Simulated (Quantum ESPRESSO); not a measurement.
## Single-point calculation of Cd

The run: single-point calculation of Cd (Im-3m, 1 atom in the cell). Method and program: Kohn-Sham DFT of a periodic cell, PBE, SSSP 1.3 efficiency PBE, no spin polarisation (Quantum ESPRESSO 7.5).

The structure derives from a Materials Project entry.

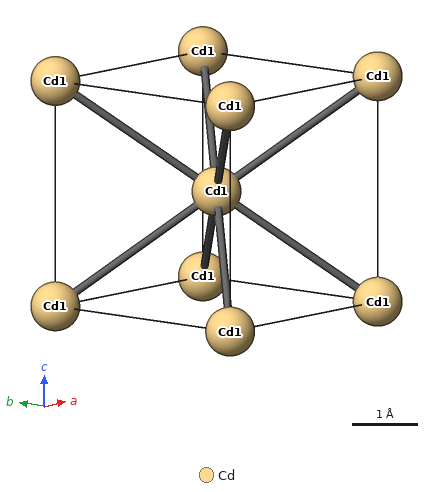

*The structure (ball-and-stick view of the cell 2 times as large as that of the calculation, set on its symmetry axes, seen at an oblique angle; atoms are numbered from 1 in the order of the input).*

Near neighbours in the crystal (not all of them lie inside the picture): Cd has 8 Cd at 3.09 Å.

The input
```
&CONTROL
  calculation = 'scf'
  prefix = 'pwscf'
  outdir = './tmp'
  pseudo_dir = './pseudo'
  tprnfor = .true.
  tstress = .true.
  disk_io = 'nowf'
/
&SYSTEM
  ibrav = 0
  nat = 1
  ntyp = 1
  ecutwfc = 60
  ecutrho = 480
  nbnd = 12
  occupations = 'smearing'
  smearing = 'fd'
  degauss = 0.00367493
/
&ELECTRONS
  conv_thr = 2d-10
  electron_maxstep = 120
  mixing_beta = 0.5
/
ATOMIC_SPECIES
Cd   112.4140 Cd.pbe-dn-rrkjus_psl.0.3.1.UPF
CELL_PARAMETERS angstrom
  -1.7843220000    1.7843220000    1.7843220000
   1.7843220000   -1.7843220000    1.7843220000
   1.7843220000    1.7843220000   -1.7843220000
ATOMIC_POSITIONS crystal
Cd     0.0000000000    0.0000000000    0.0000000000
K_POINTS automatic
10 10 10 0 0 0
```

Run on 1 thread of Intel Xeon (Granite Rapids), 64 GiB of memory available, shared host.

Command:
```bash
OMP_NUM_THREADS=1 pw.x -in pw.in > pw.out
```

What the program printed
```
This program is part of the open-source Quantum ESPRESSO suite
     for quantum simulation of materials; please cite
         "P. Giannozzi et al., J. Phys.:Condens. Matter 21 395502 (2009);
         "P. Giannozzi et al., J. Phys.:Condens. Matter 29 465901 (2017);
         "P. Giannozzi et al., J. Chem. Phys. 152 154105 (2020);
          URL
     in publications or presentations arising from this work. More details at

     file Cd.pbe-dn-rrkjus_psl.0.3.1.UPF: wavefunction(s)  4D renormalized
     Message from routine setup:
     using ibrav=0 with symmetry is DISCOURAGED, use correct ibrav instead

     Subspace diagonalization in iterative solution of the eigenvalue problem:
     a serial algorithm will be used

     G-vector sticks info
     --------------------
     sticks:   dense  smooth     PW     G-vecs:    dense   smooth      PW
     Sum        1227     619    221                27211     9693    2123

     Using Slab Decomposition

     bravais-lattice index     =            0
     lattice parameter (alat)  =       5.8403  a.u.
     unit-cell volume          =     153.3474 (a.u.)^3
     number of atoms/cell      =            1
     number of atomic types    =            1
     number of electrons       =        12.00
     number of Kohn-Sham states=           12
     kinetic-energy cutoff     =      60.0000  Ry
     charge density cutoff     =     480.0000  Ry
     scf convergence threshold =      2.0E-10
     mixing beta               =       0.5000
     number of iterations used =            8  plain     mixing
     Exchange-correlation= PBE
                           (   1   4   3   4   0   0   0)

     celldm(1)=   5.840267  celldm(2)=   0.000000  celldm(3)=   0.000000
     celldm(4)=   0.000000  celldm(5)=   0.000000  celldm(6)=   0.000000

     crystal axes: (cart. coord. in units of alat)
               a(1) = (  -0.577350   0.577350   0.577350 )
               a(2) = (   0.577350  -0.577350   0.577350 )
               a(3) = (   0.577350   0.577350  -0.577350 )

     reciprocal axes: (cart. coord. in units 2 pi/alat)
               b(1) = (  0.000000  0.866025  0.866025 )
               b(2) = (  0.866025  0.000000  0.866025 )
               b(3) = (  0.866025  0.866025  0.000000 )

     PseudoPot. # 1 for Cd read from file:
     Cd.pbe-dn-rrkjus_psl.0.3.1.UPF
     Pseudo is Ultrasoft + core correction, Zval = 12.0
     Generated using "atomic" code by A. Dal Corso  v.5.0.99 svn rev. 10869
     Using radial grid of 1239 points,  6 beta functions with:
                l(1) =   0
                l(2) =   0
                l(3) =   1
                l(4) =   1
                l(5) =   2
                l(6) =   2
     Q(r) pseudized with 0 coefficients

     atomic species   valence    mass     pseudopotential
     Cd               12.00   112.41400     Cd( 1.00)

     48 Sym. Ops., with inversion, found

   Cartesian axes

     site n.     atom                  positions (alat units)
         1        Cd     tau(   1) = (   0.0000000   0.0000000   0.0000000  )

     number of k points=    47  Fermi-Dirac smearing, width (Ry)=  0.0037
                       cart. coord. in units 2pi/alat
        k(    1) = (   0.0000000   0.0000000   0.0000000), wk =   0.0020000
        k(    2) = (   0.0866025   0.0866025   0.0000000), wk =   0.0240000
        k(    3) = (   0.1732051   0.1732051   0.0000000), wk =   0.0240000
        k(    4) = (   0.2598076   0.2598076   0.0000000), wk =   0.0240000
        k(    5) = (   0.3464102   0.3464102   0.0000000), wk =   0.0240000
        k(    6) = (  -0.4330127  -0.4330127   0.0000000), wk =   0.0120000
        k(    7) = (   0.1732051   0.0866025   0.0866025), wk =   0.0480000
        k(    8) = (   0.2598076   0.1732051   0.0866025), wk =   0.0960000
        k(    9) = (   0.3464102   0.2598076   0.0866025), wk =   0.0960000
        k(   10) = (   0.4330127   0.3464102   0.0866025), wk =   0.0960000
        k(   11) = (   0.3464102   0.1732051   0.1732051), wk =   0.0480000
        k(   12) = (   0.4330127   0.2598076   0.1732051), wk =   0.0960000
        k(   13) = (   0.5196152   0.3464102   0.1732051), wk =   0.0480000
        k(   14) = (   0.5196152   0.2598076   0.2598076), wk =   0.0480000
        k(   15) = (   0.1732051   0.1732051   0.1732051), wk =   0.0160000
        k(   16) = (   0.2598076   0.2598076   0.1732051), wk =   0.0480000
        k(   17) = (   0.3464102   0.3464102   0.1732051), wk =   0.0480000
        k(   18) = (   0.4330127   0.4330127   0.1732051), wk =   0.0240000
        k(   19) = (   0.0000000   0.0000000   0.1732051), wk =   0.0120000
        k(   20) = (   0.3464102   0.2598076   0.2598076), wk =   0.0480000
        k(   21) = (   0.4330127   0.3464102   0.2598076), wk =   0.0960000
        k(   22) = (   0.0000000  -0.0866025   0.2598076), wk =   0.0480000
        k(   23) = (   0.5196152   0.3464102   0.3464102), wk =   0.0160000
        k(   24) = (  -0.0000000  -0.1732051   0.3464102), wk =   0.0480000
        k(   25) = (   0.0866025  -0.0866025   0.3464102), wk =   0.0480000
        k(   26) = (   0.0000000  -0.2598076   0.4330127), wk =   0.0480000
        k(   27) = (   0.0866025  -0.1732051   0.4330127), wk =   0.0960000
        k(   28) = (  -0.8660254  -0.3464102  -0.3464102), wk =   0.0240000
        k(   29) = (  -0.7794229  -0.2598076  -0.3464102), wk =   0.0960000
        k(   30) = (  -0.6928203  -0.1732051  -0.3464102), wk =   0.0480000
        k(   31) = (  -0.6928203  -0.2598076  -0.2598076), wk =   0.0480000
        k(   32) = (   0.3464102   0.3464102   0.3464102), wk =   0.0160000
        k(   33) = (   0.4330127   0.4330127   0.3464102), wk =   0.0240000
        k(   34) = (   0.0000000   0.0000000   0.3464102), wk =   0.0120000
        k(   35) = (  -0.0000000  -0.0866025   0.4330127), wk =   0.0480000
        k(   36) = (   0.0000000  -0.1732051   0.5196152), wk =   0.0480000
        k(   37) = (   0.0866025  -0.0866025   0.5196152), wk =   0.0480000
        k(   38) = (  -0.8660254  -0.2598076  -0.2598076), wk =   0.0240000
        k(   39) = (  -0.7794229  -0.1732051  -0.2598076), wk =   0.0960000
        k(   40) = (  -0.6928203  -0.1732051  -0.1732051), wk =   0.0160000
        k(   41) = (  -0.0000000  -0.0000000   0.5196152), wk =   0.0120000
        k(   42) = (   0.0000000  -0.0866025   0.6062178), wk =   0.0480000
        k(   43) = (  -0.8660254  -0.1732051  -0.1732051), wk =   0.0240000
        k(   44) = (  -0.7794229  -0.0866025  -0.1732051), wk =   0.0480000
        k(   45) = (   0.0000000   0.0000000   0.6928203), wk =   0.0120000
        k(   46) = (  -0.8660254  -0.0866025  -0.0866025), wk =   0.0240000
        k(   47) = (  -0.8660254  -0.8660254  -0.8660254), wk =   0.0020000

     Dense  grid:    27211 G-vectors     FFT dimensions: (  45,  45,  45)

     Smooth grid:     9693 G-vectors     FFT dimensions: (  30,  30,  30)

     Initial potential from superposition of free atoms

     starting charge      11.9951, renormalised to      12.0000
     Starting wfcs are    9 randomized atomic wfcs +    3 random wfcs

     Self-consistent Calculation

     iteration #  1     ecut=    60.00 Ry     beta= 0.50
     Davidson diagonalization with overlap
     ethr =  1.00E-02,  avg # of iterations =  5.5

     Threshold (ethr) on eigenvalues was too large:
     Diagonalizing with lowered threshold

     Davidson diagonalization with overlap
     ethr =  1.53E-04,  avg # of iterations =  4.0

     total energy              =    -122.23713688 Ry
     estimated scf accuracy    <       0.01823429 Ry

     iteration #  2     ecut=    60.00 Ry     beta= 0.50
     Davidson diagonalization with overlap
     ethr =  1.52E-04,  avg # of iterations =  2.1

     total energy              =    -122.24304706 Ry
     estimated scf accuracy    <       0.00169394 Ry

     iteration #  3     ecut=    60.00 Ry     beta= 0.50
     Davidson diagonalization with overlap
     ethr =  1.41E-05,  avg # of iterations =  2.5

     total energy              =    -122.24334301 Ry
     estimated scf accuracy    <       0.00004930 Ry

     iteration #  4     ecut=    60.00 Ry     beta= 0.50
     Davidson diagonalization with overlap
     ethr =  4.11E-07,  avg # of iterations =  4.0

     total energy              =    -122.24337139 Ry
     estimated scf accuracy    <       0.00003553 Ry

     iteration #  5     ecut=    60.00 Ry     beta= 0.50
     Davidson diagonalization with overlap
     ethr =  2.96E-07,  avg # of iterations =  1.1

     total energy              =    -122.24337045 Ry
     estimated scf accuracy    <       0.00000704 Ry

     iteration #  6     ecut=    60.00 Ry     beta= 0.50
     Davidson diagonalization with overlap
     ethr =  5.86E-08,  avg # of iterations =  2.0

     total energy              =    -122.24337195 Ry
     estimated scf accuracy    <       0.00000005 Ry

     iteration #  7     ecut=    60.00 Ry     beta= 0.50
     Davidson diagonalization with overlap
     ethr =  3.85E-10,  avg # of iterations =  4.5

     total energy              =    -122.24337204 Ry
     estimated scf accuracy    <       0.00000009 Ry

     iteration #  8     ecut=    60.00 Ry     beta= 0.50
     Davidson diagonalization with overlap
     ethr =  3.85E-10,  avg # of iterations =  1.1

     total energy              =    -122.24337203 Ry
     estimated scf accuracy    <       0.00000002 Ry

     iteration #  9     ecut=    60.00 Ry     beta= 0.50
     Davidson diagonalization with overlap
     ethr =  1.32E-10,  avg # of iterations =  2.0

     End of self-consistent calculation

          k = 0.0000 0.0000 0.0000 (  1205 PWs)   bands (ev):

     1.3749   1.3749   1.3749   1.8887   1.9811   1.9811  25.4630  25.4630
    25.4630  26.2416  26.2416  26.2416

          k = 0.0866 0.0866 0.0000 (  1203 PWs)   bands (ev):

     1.3450   1.3775   1.4628   1.9439   1.9824   2.1677  23.0524  24.5810
    24.9173  25.1871  25.4805  26.0975

          k = 0.1732 0.1732 0.0000 (  1194 PWs)   bands (ev):

     1.2675   1.3198   1.7012   1.8949   1.9867   3.0246  19.1353  22.8235
    22.8865  24.6803  24.9396  27.0165

          k = 0.2598 0.2598 0.0000 (  1206 PWs)   bands (ev):

     1.1731   1.1770   1.8998   1.9941   2.0143   4.4545  15.3861  21.1430
    21.4173  24.2568  24.6068  28.5526

          k = 0.3464 0.3464 0.0000 (  1208 PWs)   bands (ev):

     1.0349   1.0980   1.9333   2.0019   2.2849   6.4174  12.0030  19.9748
    20.5329  23.9983  24.4703  30.5431

          k =-0.4330-0.4330 0.0000 (  1204 PWs)   bands (ev):

     0.9778   1.0696   1.9500   2.0053   2.3930   8.4458   9.4975  19.5620
    20.2316  23.9127  24.4402  30.7726

          k = 0.1732 0.0866 0.0866 (  1199 PWs)   bands (ev):

     1.3079   1.3680   1.5846   1.9055   1.9719   2.7514  21.1114  21.3634
    23.2676  25.3915  26.1073  26.7912

          k = 0.2598 0.1732 0.0866 (  1202 PWs)   bands (ev):

     1.2227   1.3060   1.8028   1.8742   1.9893   3.9133  17.3595  19.7496
    21.7365  25.0181  26.8260  27.0706

          k = 0.3464 0.2598 0.0866 (  1202 PWs)   bands (ev):

     1.1239   1.1859   1.8972   1.9635   2.1149   5.6189  13.8044  18.6088
    20.5834  24.6719  26.5741  28.3301

          k = 0.4330 0.3464 0.0866 (  1207 PWs)   bands (ev):

     1.0404   1.1197   1.9358   1.9699   2.2927   7.8128  10.6723  17.9817
    19.9749  24.5089  26.3744  29.7091

          k = 0.3464 0.1732 0.1732 (  1206 PWs)   bands (ev):

     1.1587   1.3350   1.8205   1.8685   2.0538   5.3740  15.6543  16.5064
    20.6594  25.5270  26.8002  29.6427

          k = 0.4330 0.2598 0.1732 (  1200 PWs)   bands (ev):

     1.1055   1.3046   1.8321   1.9194   2.1362   7.3446  12.6803  15.3195
    19.9356  25.5435  27.7323  30.0286

          k = 0.5196 0.3464 0.1732 (  1199 PWs)   bands (ev):

     1.0830   1.2822   1.8338   1.9515   2.1779   9.6134   9.9871  14.9955
    19.6825  25.4881  28.7267  29.9185

          k = 0.5196 0.2598 0.2598 (  1201 PWs)   bands (ev):

     1.1039   1.4576   1.6774   1.9817   2.0912   9.5436  11.8892  12.5077
    19.5832  26.5967  27.5182  30.0078

          k = 0.1732 0.1732 0.1732 (  1196 PWs)   bands (ev):

     1.2801   1.2801   1.7042   1.9487   1.9487   3.6503  19.0508  19.7811
    19.7811  26.8643  28.2993  28.2993

          k = 0.2598 0.2598 0.1732 (  1209 PWs)   bands (ev):

     1.1917   1.2432   1.8548   1.9444   1.9834   5.1087  15.7360  18.0403
    18.5979  27.2716  28.4233  29.5745

          k = 0.3464 0.3464 0.1732 (  1192 PWs)   bands (ev):

     1.1303   1.1655   1.9512   2.0025   2.0457   7.0713  12.4510  17.0999
    17.8629  27.0637  28.0971  31.2419

          k = 0.4330 0.4330 0.1732 (  1200 PWs)   bands (ev):

     1.1086   1.1272   1.9716   2.0083   2.1167   9.2635   9.8098  16.7735
    17.6132  26.9500  27.9839  31.3028

          k = 0.0000 0.0000 0.1732 (  1213 PWs)   bands (ev):

     1.4080   1.4080   1.4607   1.8827   1.9389   2.4820  23.2392  23.2392
    23.2640  23.3354  26.3871  26.3871

          k = 0.3464 0.2598 0.2598 (  1197 PWs)   bands (ev):

     1.1564   1.2837   1.8420   1.9577   2.0176   6.8325  14.2370  15.2603
    17.3821  28.3954  30.0451  31.0922

          k = 0.4330 0.3464 0.2598 (  1200 PWs)   bands (ev):

     1.1322   1.3241   1.8267   1.9828   2.0309   9.0213  11.6151  14.2753
    16.8629  28.6178  30.7201  31.3252

          k = 0.0000-0.0866 0.2598 (  1198 PWs)   bands (ev):

     1.3544   1.3942   1.6829   1.7976   1.9242   3.3348  19.3490  21.4672
    21.8234  23.9053  26.3007  26.5734

          k = 0.5196 0.3464 0.3464 (  1199 PWs)   bands (ev):

     1.1355   1.5697   1.5697   2.0114   2.0114  10.9582  11.6450  11.6450
    16.6085  29.9083  29.9083  32.9798

          k =-0.0000-0.1732 0.3464 (  1211 PWs)   bands (ev):

     1.2585   1.2673   1.7878   1.9299   1.9990   4.7543  15.6170  19.9481
    20.6662  24.7718  25.7260  26.5723

          k = 0.0866-0.0866 0.3464 (  1207 PWs)   bands (ev):

     1.3167   1.4341   1.7384   1.7696   1.9462   4.4836  17.5387  18.1588
    22.0898  22.8740  25.9236  28.6816

          k = 0.0000-0.2598 0.4330 (  1200 PWs)   bands (ev):

     1.1104   1.1971   1.8299   1.9232   2.2735   6.7160  12.2415  18.9067
    19.9322  25.3296  25.3567  27.2679

          k = 0.0866-0.1732 0.4330 (  1206 PWs)   bands (ev):

     1.2338   1.3461   1.7296   1.8415   2.1323   6.1826  14.2602  16.8060
    21.2412  23.7240  25.7345  29.0883

          k =-0.8660-0.3464-0.3464 (  1204 PWs)   bands (ev):

     1.0507   1.1705   1.8668   1.9036   2.3833   8.8276   9.6551  18.5337
    19.6808  25.1961  25.4769  28.3187

          k =-0.7794-0.2598-0.3464 (  1203 PWs)   bands (ev):

     1.1500   1.2957   1.7167   1.8889   2.2954   8.3929  11.1413  16.1857
    20.6872  24.4899  26.3442  28.5254

          k =-0.6928-0.1732-0.3464 (  1210 PWs)   bands (ev):

     1.2349   1.3591   1.6275   1.9140   2.1916   8.1422  13.1202  13.8444
    21.8517  23.5891  25.4961  28.4591

          k =-0.6928-0.2598-0.2598 (  1204 PWs)   bands (ev):

     1.2280   1.3834   1.5467   1.9968   2.1939  10.5539  10.5841  13.2327
    21.8562  24.2439  25.4236  27.0760

          k = 0.3464 0.3464 0.3464 (  1196 PWs)   bands (ev):

     1.2700   1.2700   1.7375   2.0016   2.0016   8.7675  13.1487  14.4886
    14.4886  31.0568  32.2817  32.2821

          k = 0.4330 0.4330 0.3464 (  1194 PWs)   bands (ev):

     1.2699   1.3774   1.6241   2.0077   2.0132  10.8539  11.3461  13.5129
    14.2272  31.6154  32.8724  32.9864

          k = 0.0000 0.0000 0.3464 (  1204 PWs)   bands (ev):

     1.5398   1.5398   1.6208   1.6872   1.7900   4.1978  19.6694  19.6694
    20.0222  21.0272  28.3546  28.3546

          k =-0.0000-0.0866 0.4330 (  1206 PWs)   bands (ev):

     1.4012   1.5213   1.6032   1.7680   1.9624   5.6004  16.2716  18.1735
    19.5075  21.5057  28.3503  28.7646

          k = 0.0000-0.1732 0.5196 (  1197 PWs)   bands (ev):

     1.2314   1.4689   1.5634   1.8355   2.2438   7.5459  12.9466  17.1657
    18.9799  23.0892  27.6411  27.8715

          k = 0.0866-0.0866 0.5196 (  1200 PWs)   bands (ev):

     1.3051   1.4384   1.6158   1.8401   2.1371   7.2594  14.8976  15.4913
    20.1056  20.9809  27.4263  28.1240

          k =-0.8660-0.2598-0.2598 (  1196 PWs)   bands (ev):

     1.1659   1.4479   1.5502   1.8598   2.3580   9.8595  10.1664  16.8064
    18.7955  25.0333  25.3081  27.6956

          k =-0.7794-0.1732-0.2598 (  1201 PWs)   bands (ev):

     1.2191   1.3896   1.5510   1.9637   2.2771   9.4389  12.0854  14.6341
    20.0264  22.4783  24.7759  27.7141

          k =-0.6928-0.1732-0.1732 (  1207 PWs)   bands (ev):

     1.2731   1.2731   1.5359   2.1720   2.1720  11.4644  12.0022  12.0022
    21.7232  22.4334  22.4334  27.5498

          k =-0.0000-0.0000 0.5196 (  1192 PWs)   bands (ev):

     1.2905   1.4624   1.8073   1.8073   1.9708   6.9584  16.6589  16.6589
    17.9910  19.5003  27.4235  31.3687

          k = 0.0000-0.0866 0.6062 (  1203 PWs)   bands (ev):

     1.1585   1.2899   1.8328   1.9505   2.2084   8.8371  14.0188  15.6343
    18.0871  20.0137  24.4799  30.7138

          k =-0.8660-0.1732-0.1732 (  1208 PWs)   bands (ev):

     1.1104   1.2236   1.8217   2.0039   2.3269  11.1210  11.3178  15.2684
    18.0558  21.8469  22.0577  30.4946

          k =-0.7794-0.0866-0.1732 (  1211 PWs)   bands (ev):

     1.0853   1.1399   1.8861   2.1448   2.2699  10.8956  13.2326  13.6132
    18.8731  19.9311  21.7857  30.6686

          k = 0.0000 0.0000 0.6928 (  1212 PWs)   bands (ev):

     1.0194   1.0842   2.1333   2.1333   2.2030  10.5845  14.5867  14.5867
    16.9743  18.6698  21.6044  32.7090

          k =-0.8660-0.0866-0.0866 (  1216 PWs)   bands (ev):

     0.9750   0.9956   2.1556   2.2078   2.3019  12.5611  12.9148  14.2104
    17.1789  19.1512  19.6020  32.8673

          k =-0.8660-0.8660-0.8660 (  1264 PWs)   bands (ev):

     0.9151   0.9151   2.2923   2.2923   2.2923  13.8293  13.8293  13.8293
    15.9239  18.4102  18.4102  33.5969

     the Fermi energy is    10.5928 ev

!    total energy              =    -122.24337204 Ry
     estimated scf accuracy    <          1.7E-11 Ry
     smearing contrib. (-TS)   =      -0.00042889 Ry
     internal energy E=F+TS    =    -122.24294315 Ry

     The total energy is F=E-TS. E is the sum of the following terms:
     one-electron contribution =     -28.85795251 Ry
     hartree contribution      =      27.19893523 Ry
     xc contribution           =     -42.87510579 Ry
     ewald contribution        =     -77.70882009 Ry

     convergence has been achieved in   9 iterations

     Forces acting on atoms (cartesian axes, Ry/au):

     atom    1 type  1   force =     0.00000000    0.00000000    0.00000000

     Total force =     0.000000     Total SCF correction =     0.000000

     Computing stress (Cartesian axis) and pressure

          total   stress  (Ry/bohr**3)                   (kbar)     P=        9.74
   0.00006624   0.00000000   0.00000000            9.74        0.00        0.00
   0.00000000   0.00006624   0.00000000            0.00        9.74        0.00
   0.00000000   0.00000000   0.00006624            0.00        0.00        9.74

=------------------------------------------------------------------------------=
   JOB DONE.
=------------------------------------------------------------------------------=
```

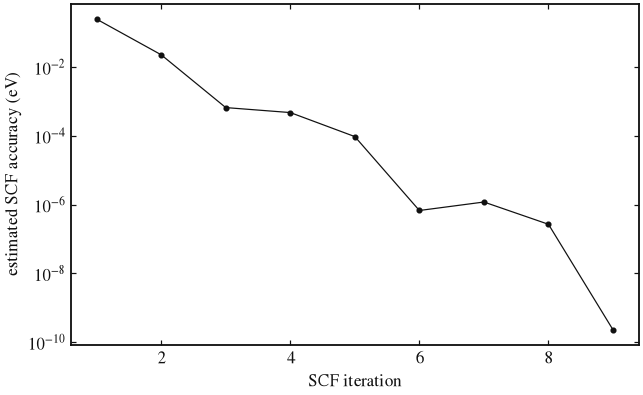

*Convergence of the self-consistent field: estimated SCF accuracy against the iteration.*

The field takes 9 iterations in all.

Results in brief

- outcome: converged
- space group (tolerance 0.01 Å): Im-3m (229)
- electrons treated: 12
- free energy: −1663.2058 eV
- Fermi energy: 10.593 eV
- gap on the k-point mesh: none (metallic)
- pressure: 0.97 GPa
- largest force (length of the vector): under 0.001 eV/Å
- wall time: 10 s
- peak memory: 0.15 GiB
